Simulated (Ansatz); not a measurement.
# Rh (Fm-3m): relaxations under a series of pressures

A script is to give relaxations under a series of pressures; the system is Rh (Fm-3m).

The COD entry's cell or inner coordinates are ideal or old and differ from later refinements, so a difference from it is no clean test against experiment.

Computed with the Python package of Ansatz 0.2.0. Level of theory: DFT PBE, plane waves, PAW.

### 1 Starting point

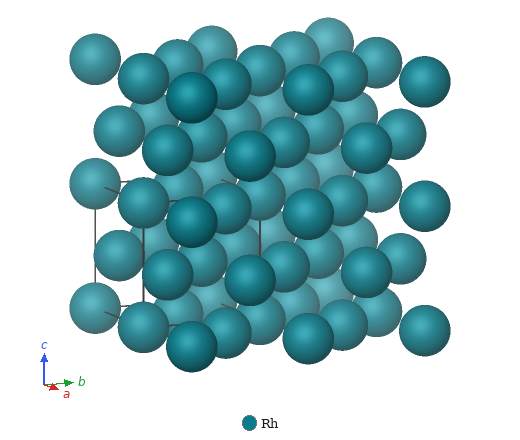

The starting structure, viewed slightly off an axis; rhodium blue. 2×2×2 cells are drawn. The cell is the conventional one. Atoms on cell faces are repeated.

No structure file is read: the coordinates are typed or built in the script.

### 2 The script

compress_rh.py

```python
"""Volume and enthalpy of Rh against pressure."""

import ansatz as az
from ase import Atoms
import numpy as np
import pandas as pd

def edges_and_angles(cell):
    cell = np.asarray(cell)
    a, b, c = np.linalg.norm(cell, axis=1)
    cosines = cell[1] @ cell[2] / (b * c), cell[0] @ cell[2] / (a * c), cell[0] @ cell[1] / (a * b)
    return (a, b, c, *np.degrees(np.arccos(cosines)))


def main() -> None:
    atoms = Atoms(
        ["Rh"],
        scaled_positions=[
            (0.0, 0.0, 0.0),
        ],
        cell=[
            (0.0, 1.89785, 1.89785),
            (1.89785, 0.0, 1.89785),
            (1.89785, 1.89785, 0.0),
        ],
        pbc=True,
    )
    rh = az.Crystal.from_ase(atoms)

    calculation = (
        rh.calculation()
        .kpoints(9, 9, 9)
        .functional("PBE")
        .occupations(az.OccupationsMethod.FERMI_DIRAC)
        .scf(tolerance=1e-07)
    )

    # H = F + PV, with 1 GPa A^3 = 1/160.21766 eV
    rows = []
    for pressure in [-2, 0, 2, 5, 10]:
        out = calculation.relax(cell=True, pressure=pressure).run(threads=1, pin="off")
        cell = out.lattice.cell_ang
        n_atoms = len(out.lattice.sites)
        volume = abs(np.linalg.det(cell)) / n_atoms
        enthalpy = out.report["free_energy_ev"] / n_atoms + pressure * volume / 160.21766
        rows.append((pressure, volume, enthalpy, *edges_and_angles(cell)))
        print(f"{pressure} GPa done: {volume:.4f} A^3/atom")

    table = pd.DataFrame(rows, columns=["P_GPa", "V_A3_atom", "H_eV_atom", "a", "b", "c", "alpha", "beta", "gamma"])
    print(table.round(4).to_string(index=False))
    p, v = np.array([row[0] for row in rows], float), np.array([row[1] for row in rows])
    print("mean bulk modulus between rows (GPa):", np.round(-np.diff(p) / np.diff(np.log(v)), 1))


if __name__ == "__main__":
    main()
```

### 3 Running it

The run is started by

```sh
python compress_rh.py
```

Log:

```text
DeckWarning: basis.ecutwfc = 420 eV, auto-derived from the records' recommended cutoffs: set by Rh (normal level)
DeckWarning: relax.cell: scf.convergence.dr2_threshold = 1e-7 eV (the SCF's general default) is looser than the 1e-10 eV advised for a relaxation that steers and ends on the stress (1e-10 eV for each atom of the cell: 1). What an SCF threshold leaves in a stress goes as its square root, and in the free energy as the [...]
-2 GPa done: 14.1844 A^3/atom
0 GPa done: 14.0716 A^3/atom
2 GPa done: 13.9639 A^3/atom
5 GPa done: 13.8108 A^3/atom
10 GPa done: 13.5777 A^3/atom
 P_GPa  V_A3_atom  H_eV_atom      a      b      c  alpha  beta  gamma
    -2    14.1844 -6403.0784 2.7171 2.7171 2.7171   60.0  60.0   60.0
     0    14.0716 -6402.9020 2.7099 2.7099 2.7099   60.0  60.0   60.0
     2    13.9639 -6402.7270 2.7030 2.7030 2.7030   60.0  60.0   60.0
     5    13.8108 -6402.4670 2.6930 2.6930 2.6930   60.0  60.0   60.0
    10    13.5777 -6402.0397 2.6778 2.6778 2.6778   60.0  60.0   60.0
mean bulk modulus between rows (GPa): [250.6 260.3 272.  293.8]
```

(Warnings from the package without file and line, shortened.)

Run time: 11 s. Hardware: 1 thread of Arm Neoverse V1, shared host; peak memory 0.39 GiB.

Lines on the test bed's own set-up are left out of the output.

### 4 What each run gave

From the records of these 5 runs:

```
run  pressure asked (GPa)  energy from run 2 (meV/atom)  final volume (Å³/atom)  pressure (GPa)  SCF cycles in all  CPU time (s)
  1                    -2                          0.69                   14.18           -1.98                 22           2.1
  2                     0                          0.00                   14.07            0.01                 21             2
  3                     2                          0.65                   13.96            2.00                 20             2
  4                     5                          3.98                   13.81            5.00                 20           2.3
  5                    10                         14.82                   13.58            9.98                 16           1.6
```

Energies are free energies F = E - TS of the smeared occupations. 

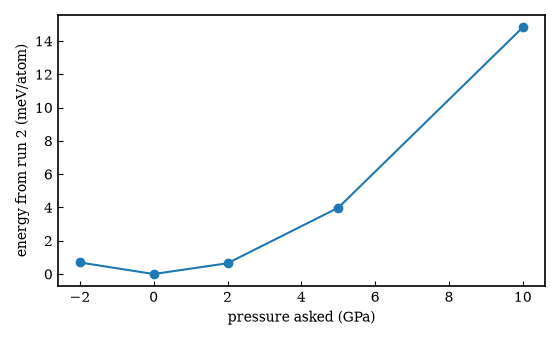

Energy against pressure asked; lines join the points.

### 5 How the relaxation of run 1 went

Relaxation path:

| step | energy from step 1 (eV/cell) | largest force component (eV/Å) | pressure (GPa) | volume (Å³) |
| --- | --- | --- | --- | --- |
| 1 | 0.0000 | 0.0000 | 7.91 | 13.67 |
| 2 | 0.0033 | 0.0000 | -7.87 | 14.56 |
| 3 | -0.0081 | 0.0000 | -2.48 | 14.21 |
| 4 | -0.0086 | 0.0000 | -1.97 | 14.18 |
| 5 | -0.0089 | 0.0000 | -1.98 | 14.18 |

Step 1 is the start. Step 5 repeats the geometry before it on a plane-wave basis chosen anew for that cell, so its energy need not be comparable with the rows above.

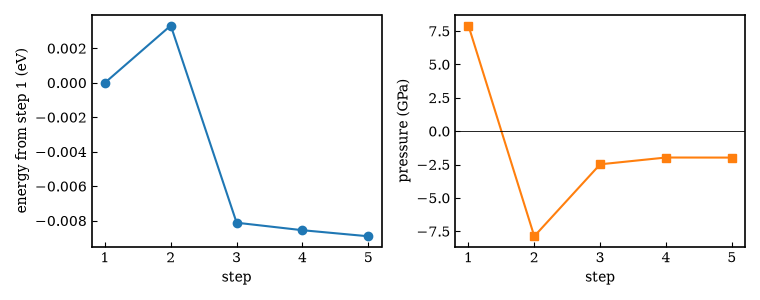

Energy and pressure along the relaxation.

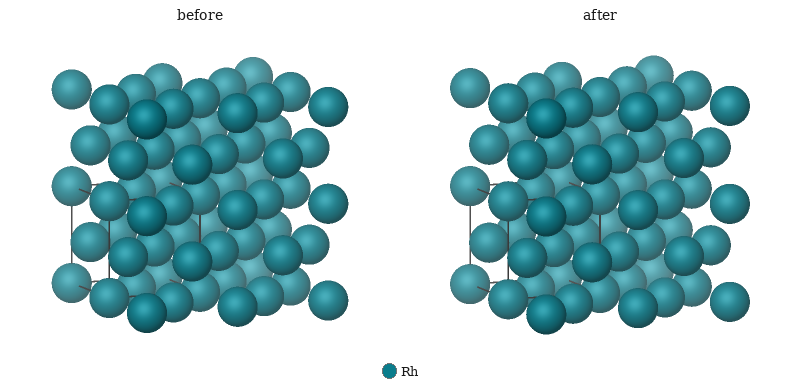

The structure before (left) and after (right) the relaxation, drawn at the same scale. The change is too small to see at this scale.

Lengths and angles in the start's conventional setting:

«Before» is this run's own start.

|  | before | after | change |
| --- | --- | --- | --- |
| a (Å) | 3.796 | 3.843 | +1.2 % |
| b (Å) | 3.796 | 3.843 | +1.2 % |
| c (Å) | 3.796 | 3.843 | +1.2 % |
| volume (Å³/atom) | 13.67 | 14.18 | +3.8 % |
| shortest distance (Å) | 2.684 | 2.717 | +1.2 % |
| space group (0.01 Å) | Fm-3m | Fm-3m | same |

The run keeps the 48 symmetry operations of the start, so it could not have lowered the symmetry.

Under a set pressure the enthalpy E + pV is minimised, so E itself may rise.

### 6 The relaxation of run 5, step by step

Step by step:

```csv
step,E - E(step 1) (eV/cell),largest force component (eV/Å),pressure (GPa),volume (Å³)
1,0.0000,0.0000,7.91,13.67
2,0.0111,0.0000,11.98,13.49
3,0.0052,0.0000,9.97,13.58
4,0.0052,0.0000,9.98,13.58
```

Step 1 is the start. Step 4 repeats the geometry before it on a plane-wave basis chosen anew for that cell, so its energy need not be comparable with the rows above.

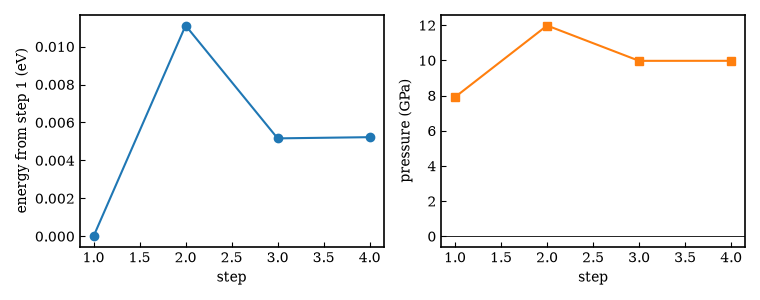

Energy and pressure along the relaxation.

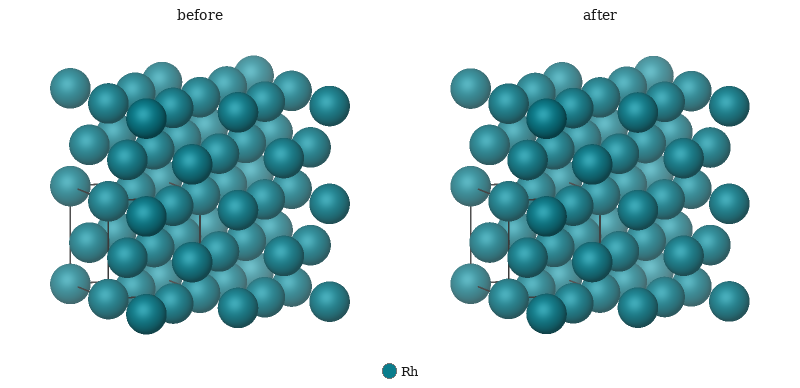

The structure before (left) and after (right) the relaxation, drawn at the same scale. The change is too small to see at this scale.

Lengths and angles in the start's conventional setting:

«Before» is this run's own start.

|  | before | after | change |
| --- | --- | --- | --- |
| a (Å) | 3.796 | 3.787 | -0.2 % |
| b (Å) | 3.796 | 3.787 | -0.2 % |
| c (Å) | 3.796 | 3.787 | -0.2 % |
| volume (Å³/atom) | 13.67 | 13.58 | -0.7 % |
| shortest distance (Å) | 2.684 | 2.678 | -0.2 % |
| space group (0.01 Å) | Fm-3m | Fm-3m | same |

Forces and stress were held to the start's 48 operations: a distortion of lower symmetry was not tested.

Under a set pressure the enthalpy E + pV is minimised, so E itself may rise.

### 7 What came out

| quantity | value |
| --- | --- |
| bulk modulus between neighbouring pressures | 250.6 to 293.8 GPa |
| runs compared | 5 |
| range of energy | 14.82 meV/atom |

What this shows: The crystal stiffens as it is compressed. The volume falls from 14.18 Å³ an atom at -2 GPa to 13.58 at 10 GPa, by 4.3 %. Between -2 and 0 GPa, -V dP/dV is about 251 GPa, a mean over that step. In run 1, over 3 moves the cell grew by 3.8 % in volume under the -2 GPa asked, and the space group stayed Fm-3m. In run 5, over 2 moves the cell shrank by 0.7 % in volume under the 10 GPa asked, and the space group stayed Fm-3m. Reading the output:
- At a fixed pressure a relaxation lowers the enthalpy F + PV, while F alone can rise.
- For a metal this k-point mesh is coarse: on a finer one energies can move by several to tens of meV an atom and pressures by half a GPa or more, differences at one mesh by less.
- Edges and angles that the script prints are those of the cell as typed, here a primitive one.
- Of the deposited cell: the entry's cell lengths or inner coordinates differ somewhat from later room-temperature determinations.
- Symmetry holds the cell in this phase, so another phase that may be stable under pressure is not reached.
